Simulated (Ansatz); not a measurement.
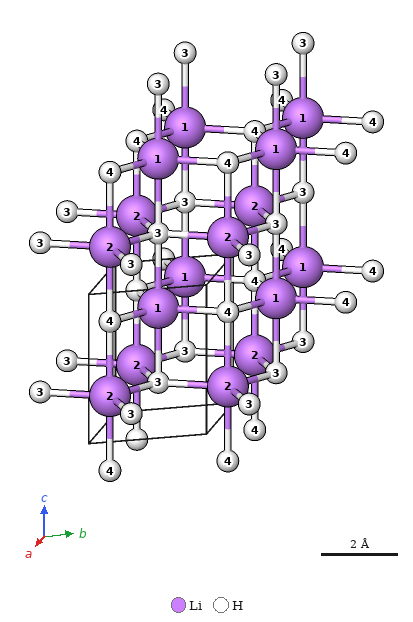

**Figure 1.** The structure (ball-and-stick view of the cell of the calculation, repeated 2 × 2 × 2, seen slightly off an axis; bonded neighbours outside the cell are drawn too; atoms are numbered from 1 in the order of the input). An atom can appear more than once, as a periodic image. Near neighbours in the periodic cell (some may lie outside the picture): Li has 5 H at 1.88 to 2.03 Å; H has 5 Li at 1.88 to 2.03 Å.

## Single-point calculation of LiH (part 1 of 2)

- system: LiH (P6₃/mmc, 4 atoms in the cell)
- method: DFT, LC-wPBE, plane waves, PAW, no spin polarisation (Ansatz 0.2.0)

The structure was built on a prototype by a generator. The geometry comes from this level: r2SCAN. Figures and captions count atoms from 1; the log counts them from 0 in places.

## Output
```
Warning: the atoms were moved onto the symmetric positions of the space group found under crystal.symmetry.tolerance 1.0e-5 (fractional; no operation is sought that the atoms, as they stand in a round, miss by more than twice it, and no atom is moved by as much as it), and the run uses the moved positions. Before a round's move an operation carried an atom to 7.61e-5 Å from where it should land, the largest such distance. Atom 0 (counting from 0) moved farthest, by 3.80e-5 Å; the longest move in fractions of the cell, of whichever atom, is 0.93 of the tolerance, in 1 round. To run the atoms as typed, lower crystal.symmetry.tolerance until the operations that they miss are no longer found, or set crystal.symmetry.detect: false (a key that needs symmetry detection or time reversal refuses this as the deck is read). The positions used, in the order of the run's atom list: position: [0.3333333333333333, 0.6666666666666666, -0.06250000000000001]; position: [0.6666666666666666, 0.3333333333333333, 0.4375]; position: [0.3333333333333333, 0.6666666666666666, 0.4375]; position: [0.6666666666666666, 0.3333333333333333, 0.9375]; The lattice was moved too: crystal.lattice keeps the space group found at crystal.symmetry.tolerance 1.0e-5 only nearly: the operation that it misses by the most changes a squared length by the fraction 3.55e-11. The run uses the lattice that is a stretch of the typed one, with no rotation, onto the one that keeps every operation to a double's rounding (on a very oblique basis the stretch itself rounds by more); the deck's lattice vector that moved farthest moved by 3.17e-11 Å. To run the lattice as typed, set crystal.symmetry.detect: false, as for the atoms. crystal.lattice made exact, in Å and degrees: [[3.255827932286859, -2.8867542079653802e-11, 0.0], [-1.6279139661184294, 2.8196296997258146, 0.0], [0.0, 0.0, 4.0684430705]]. Pasted over the deck's crystal.lattice, beside positions in fractional coordinates, it runs the same cell (given as lengths and angles, that cell in the form's own orientation, a rigid turn of the misfit's size from the one run here, for which a checkpoint.post_process_only pass over this run's state can be refused: where this run relaxes nothing, give such a pass this deck's own crystal.lattice, as typed; behind a relaxation, as crystal.lattice, the state's own cell, identity.cell in its checkpoint.json), and a matrix so pasted ends this notice, except on a very skew basis of the lattice, where the rounding of the pasted numbers themselves can read as a misfit: the cell is then moved again, and that move is told again. The lattice as run is in this notice's lattice.as_run_ang field (Run.prep()["deck_notices"] in Python, the deck_notice line of an events file, deck_notices of ansatz run --dry-run=json, or deck_notices in record.json in the deck's checkpoint.write directory).
Warning: output.stress: scf.convergence.dr2_threshold = 1e-7 eV (the SCF's general default) is looser than the 4e-10 eV advised for a printed stress (1e-10 eV for each atom of the cell: 4). What an SCF threshold leaves in a stress goes as its square root, and in the free energy as the threshold itself, and one threshold admits the most on a small cell: of the crystals measured, under no hybrid functional and no lock of the moments, on runs that ended without the residual-converged pass, on stresses that held no estimate of that error, the worst erred by over 100 MPa in a component at 1e-7 eV an atom and by under 5 at 1e-10. Set scf.convergence.dr2_threshold to 4e-10 eV or tighter. The threshold is an SCF's pass mark: one that does not reach it within its budget of iterations ends unconverged, or closes short of it on a stop that the run arms, and scf.convergence.dr2_threshold's page says what that costs each kind of run
Warning: output.stress: scf.exx.energy_threshold = 1e-6 eV is looser than the 4e-8 eV advised for a stress under a hybrid functional (1e-8 eV for each atom of the cell: 4). Every SCF of the exchange loop can meet its threshold on dr2 while the loop round them stops early: no threshold on dr2 bounds what that leaves in the stress. Set scf.exx.energy_threshold to 4e-8 eV or tighter. The threshold is the loop's pass mark: a loop that does not reach it within its budget of cycles ends unconverged, and scf.exx.energy_threshold's page has the law
scf.n_extra_bands = 5 over 4 filled bands (N_el = 8.0): the run solves 9 bands
Engine: ansatz 0.2.0, x86_64-unknown-linux-gnu
Pseudopotentials: kind: paw
Pseudopotential: Li, paw, valence charge 3, recommended cutoff 420 eV (normal), Li.paw.azcp
Pseudopotential: H, paw, valence charge 1, recommended cutoff 420 eV (normal), H.paw.azcp
Functional definition: LC-wPBE
  parameter omega = 0.4/bohr
  exchange = pbe_x_sr(omega) + exact_x_lr(omega)
  correlation = pbe_c
davidson cushion auto → on  (no smearing: the cushion is to keep the highest requested band from converging to the state above it; pin scf.eigensolver.cushion to override)
Crystal: 4 atoms, lattice volume = 37.349 Å³
Basis set: ecut = 420 eV, 745 PW (Γ), exchange–correlation on 48×48×60 points (8 copies of the dense FFT grid, shifted against one another)
Bands: 9, of which v1, the nominal top of the filled ones, is band 4 counted from 1 (3 counted from 0)
Symmetry: 24 space group operations
Space group: P63/mmc (ITA 194), of the structure as read, at distance tolerance 3.3e-5 Å
k-points: 21 of 144
Non-local potential: Li, projectors of the file, l = 0: 3, l = 1: 2, l = 2: 1
Non-local potential: H, projectors of the file, l = 0: 2, l = 1: 1
PAW form: soft (Blöchl's): semilocal exchange-correlation on the pseudo side does not see the compensation charge
PAW one-centre angular grid: Li, 110 points (default); XC on 96 Gauss nodes
PAW one-centre angular grid: H, 110 points (default); XC on 64 Gauss nodes
Initial density: superposition of atomic densities (neutral atoms: chi_scale 0, normalization atom), corrected by the library's trained network
Initial wavefunctions: pseudopotential atomic-orbital guess
Functional: x = pbe(κ = 0.804, μ = 0.2195149727645171), c = pbe(β = 0.06672455060314922), warm-up for x = pbe(κ = 0.804, μ = 0.2195149727645171) + 1 (exact − pbe) at long range (ω = 0.7558904498503081 Å⁻¹), c = pbe(β = 0.06672455060314922)
SCF iter   1: F=—  HF=-442.689557 eV  |F-HF|=—  |Δ(HF+E_count)|=         —  Δρ=1.88e-3  dr2=9.33e-4  ethr=1.77e-3  ⟨swp⟩=7.0  Hψ=1003  notcnv=0
preconditioner: auto → none  [insulator: Δε(μ)=1.796 eV  Ē_g=10.844 eV  n_scr=2 (ndim 8)  ℏωp=12.2 eV  f_vac=0.000]
SCF iter   2: F=-442.690051 eV  HF=-442.689876 eV  |F-HF|=1.75e-4  |Δ(HF+E_count)|=   3.18e-4  Δρ=7.84e-4  dr2=1.92e-4  ethr=1.17e-5  ⟨swp⟩=3.6  Hψ=566  notcnv=0
SCF 1 stopped early in 2 iterations: F = -442.690051 eV  dr2 = 1.92e-4
  greatest PAW one-centre occupation: 1.000 electrons in one spin orbital (limit 2), on the Li atom at site 1 (counted from 0), in its partial waves of l = 0
Initial density: handed on by an earlier stage of this run
Initial wavefunctions: those handed on with the density
Functional: x = pbe(κ = 0.804, μ = 0.2195149727645171) + 1 (exact − pbe) at long range (ω = 0.7558904498503081 Å⁻¹), c = pbe(β = 0.06672455060314922)
Exchange kernel: α = 0.0000 at short range, 1.0000 at long range (ω = 0.7559 Å⁻¹), several ranges, Wigner–Seitz truncation, v(0) = 10481.6263 eV·Å³, q-mesh 6×6×4, nearest image of the exchange supercell L = 16.27 Å, pair-density grid 18×18×24, without the augmentation charges, whose exchange is taken in its separable form by FFT convolution over the k-point mesh (sized by the pseudopotential files, none under that of scf.exx.ecutfock_ratio: 2, 20×20×30 at the most), smooth part of the exact exchange by density-matrix convolution
Frozen-core exchange: fock
SCF iter   1: F=—  HF=-443.743408 eV  |F-HF|=—  |Δ(HF+E_count)|=         —  Δρ=1.50e-3  dr2=4.76e-4  ethr=2.40e-5  ⟨swp⟩=5.7  Hψ=917  notcnv=0
preconditioner: auto → none  [insulator: Δε(μ)=7.070 eV  Ē_g=18.261 eV  n_scr=2 (ndim 8)  ℏωp=12.2 eV  f_vac=0.000]
SCF iter   2: F=—  HF=-443.743157 eV  |F-HF|=—  |Δ(HF+E_count)|=   2.51e-4  Δρ=7.79e-4  dr2=1.52e-4  ethr=5.41e-6  ⟨swp⟩=2.9  Hψ=494  notcnv=0  defer=1
iter 3 solved again at ethr=6.67e-10 eV; its pass at ethr=1.36e-6 eV (dr2=5.33e-8 eV) is discarded
SCF iter   3: F=—  HF=-443.743089 eV  |F-HF|=—  |Δ(HF+E_count)|=   6.87e-5  Δρ=1.63e-5  dr2=3.76e-3  ethr=6.67e-10  ⟨swp⟩=4.0  Hψ=1270  notcnv=0  defer=4
SCF iter   4: F=—  HF=-443.756259 eV  |F-HF|=—  |Δ(HF+E_count)|=   1.32e-2  Δρ=5.61e-4  dr2=5.95e-4  ethr=6.67e-10  ⟨swp⟩=5.3  Hψ=974  notcnv=0  defer=2
SCF iter   5: F=—  HF=-443.757188 eV  |F-HF|=—  |Δ(HF+E_count)|=   9.29e-4  Δρ=4.13e-4  dr2=2.43e-4  ethr=6.67e-10  ⟨swp⟩=4.7  Hψ=859  notcnv=0
SCF iter   6: F=-443.757457 eV  HF=-443.757454 eV  |F-HF|=2.68e-6  |Δ(HF+E_count)|=   2.66e-4  Δρ=4.06e-5  dr2=5.49e-7  ethr=6.67e-10  ⟨swp⟩=5.2  Hψ=899  notcnv=0  defer=4
SCF 2 stopped early in 6 iterations: F = -443.757457 eV  dr2 = 5.49e-7
hybrid outer 1: dexx = +1.979e-2 eV, tail = 4.88e-5 eV
Exchange kernel: α = 0.0000 at short range, 1.0000 at long range (ω = 0.7559 Å⁻¹), several ranges, Wigner–Seitz truncation, v(0) = 10481.6263 eV·Å³, q-mesh 6×6×4, nearest image of the exchange supercell L = 16.27 Å, pair-density grid 18×18×24, without the augmentation charges, whose exchange is taken in its separable form by FFT convolution over the k-point mesh (sized by the pseudopotential files, none under that of scf.exx.ecutfock_ratio: 2, 20×20×30 at the most), smooth part of the exact exchange by density-matrix convolution
Frozen-core exchange: fock
SCF iter   1: F=—  HF=-443.757724 eV  |F-HF|=—  |Δ(HF+E_count)|=         —  Δρ=1.82e-5  dr2=1.48e-7  ethr=3.05e-6  ⟨swp⟩=2.5  Hψ=475  notcnv=0
preconditioner: auto → none  [insulator: Δε(μ)=7.365 eV  Ē_g=18.302 eV  n_scr=2 (ndim 8)  ℏωp=12.2 eV  f_vac=0.000]
SCF iter   2: F=—  HF=-443.757725 eV  |F-HF|=—  |Δ(HF+E_count)|=   9.63e-7  Δρ=1.23e-5  dr2=4.70e-8  ethr=1.36e-9  ⟨swp⟩=4.0  Hψ=674  notcnv=0
SCF iter   3: F=-443.757725 eV  HF=-443.757725 eV  |F-HF|=4.81e-10  |Δ(HF+E_count)|=   5.89e-9  Δρ=1.89e-6  dr2=2.13e-9  ethr=5.53e-10  ⟨swp⟩=3.0  Hψ=609  notcnv=0
SCF 3 converged in 3 iterations: F = -443.757725 eV  dr2 = 2.13e-9
  Residual-converged pass: ⟨swp⟩=3.0  Hψ=390  notcnv=0  max |occ|·‖R‖ = 2.3e-6 eV (tolerance 2.4e-6 eV)  dr2=2.13e-9  dr2_onsite=8.35e-11  max |Δocc| = 0.0e0
hybrid outer 2: dexx = +7.090e-7 eV, tail = 9.47e-8 eV, Δε = 3.84e-3 eV (about 2.92e-4 eV left of the loop's levels)
Exchange kernel: α = 0.0000 at short range, 1.0000 at long range (ω = 0.7559 Å⁻¹), several ranges, Wigner–Seitz truncation, v(0) = 10481.6263 eV·Å³, q-mesh 6×6×4, nearest image of the exchange supercell L = 16.27 Å, pair-density grid 18×18×24, without the augmentation charges, whose exchange is taken in its separable form by FFT convolution over the k-point mesh (sized by the pseudopotential files, none under that of scf.exx.ecutfock_ratio: 2, 20×20×30 at the most), smooth part of the exact exchange by density-matrix convolution
Frozen-core exchange: fock
SCF iter   1: F=—  HF=-443.757725 eV  |F-HF|=—  |Δ(HF+E_count)|=         —  Δρ=2.62e-6  dr2=1.87e-9  ethr=5.92e-9  ⟨swp⟩=2.6  Hψ=476  notcnv=0
SCF iter   2: F=-443.757725 eV  HF=-443.757725 eV  |F-HF|=2.42e-10  |Δ(HF+E_count)|=  6.20e-10  Δρ=1.36e-6  dr2=4.85e-10  ethr=2.16e-11  ⟨swp⟩=3.0  Hψ=497  notcnv=0
SCF 4 converged in 2 iterations: F = -443.757725 eV  dr2 = 4.85e-10
  Residual-converged pass: ⟨swp⟩=2.1  Hψ=352  notcnv=0  max |occ|·‖R‖ = 2.4e-6 eV (tolerance 2.4e-6 eV)  dr2=4.80e-10  dr2_onsite=2.66e-11  max |Δocc| = 0.0e0
```

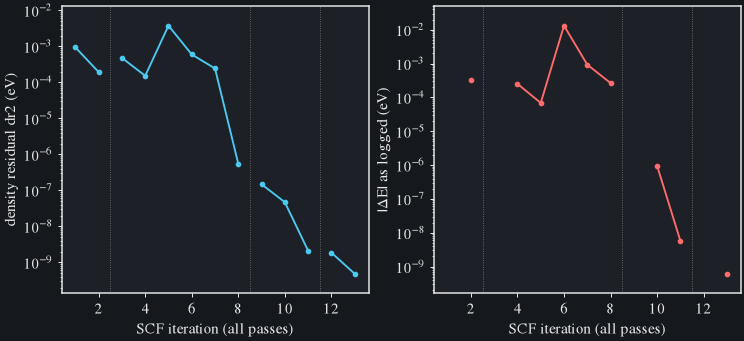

**Figure 2.** Convergence of the self-consistent field: density residual dr2 and size of the energy change against the SCF iteration. The run starts with a semilocal functional; after that each stretch between dotted lines is one SCF of the hybrid functional between two exact rebuilds of the exchange operator by the outer loop. Early passes are stopped at a loose threshold. The passes take 2, 6, 3 and 2 iterations.
